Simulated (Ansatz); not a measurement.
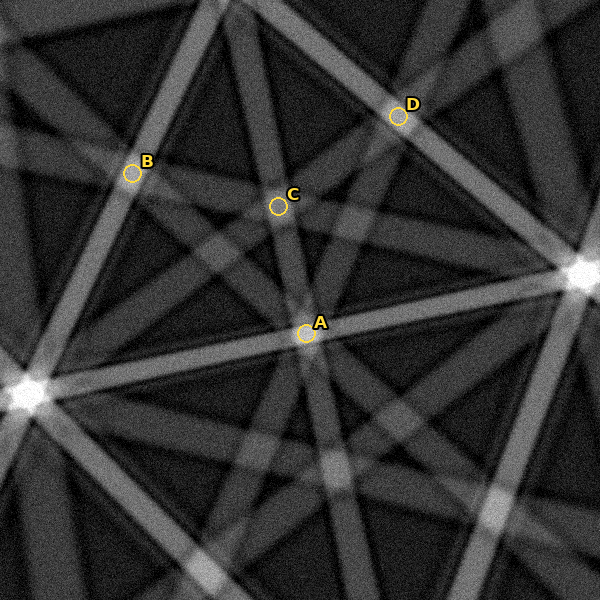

Simulated Kikuchi (electron backscatter) pattern at 20 kV: kinematic bands of width 2θ(Bragg) in gnomonic projection, seen from the camera side; the frame spans ±37° from its centre. Crystal: Fe, space group Im-3m (No. 229), a = 2.831 Å. Structure: the input geometry of an electronic-structure calculation (not necessarily at equilibrium).

```csv
atom,site,symmetry,x,y,z
Fe,2a,m-3m,0.0000,0.0000,0.0000
```

Pole A is [110] and pole B is [131].

Index the poles C and D.

Answer. C is [120], 18.4° from A and 19.3° from B. D is [13-1], 31.5° from A and 35.1° from B.

Which band joins A and C, and how wide is it?

Answer. It comes from the planes common to both zones. The strongest order is 0 0 2 with d = 1.415 Å, so the band is 2θ = 3.5° wide (λ = 0.0859 Å).
